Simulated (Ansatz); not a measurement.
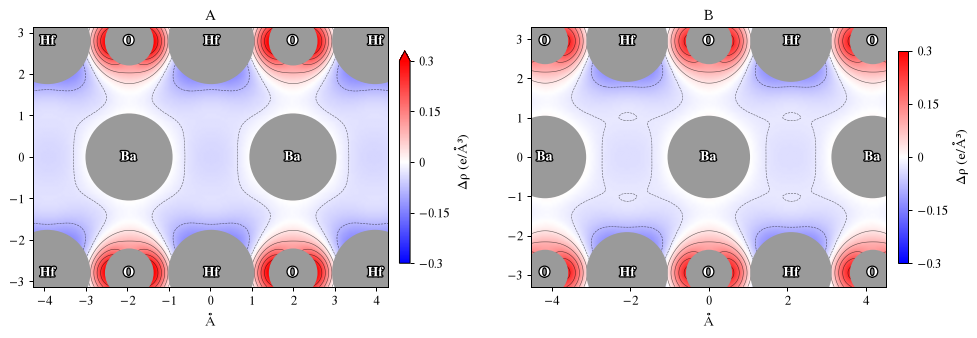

BaHfO3: deformation density on the (11̄0) plane of the conventional cell at two volumes, with the same fractional coordinates and one colour scale. Grey discs cover the cores.

Space group P4mm. The cell comes from a database of computed structures, not from a measurement.

Method: DFT PBE, scalar-relativistic, plane waves, PAW in Ansatz.

How do the two volumes compare, and how does the bonding charge respond?

Answer. B is the larger cell: A has 85 % of the volume of B.
From B to A, Ba–O goes from 2.94 to 2.79 Å, and Δρ at its midpoint from −0.006 to −0.007 e/Å³.
The pressure is 4 GPa in B and 44 GPa in A.
Bader charges in B: Ba +1.53, Hf +2.59 and O −1.37 e; in A: Ba +1.49, Hf +2.57 and O −1.35 e.
The rearranged charge is 0.28 e an atom in B and 0.28 e in A.

Run times: 20 s (base cell) and 19 s (scaled cell), on 2 threads of Arm Neoverse V2, with other jobs on the host.
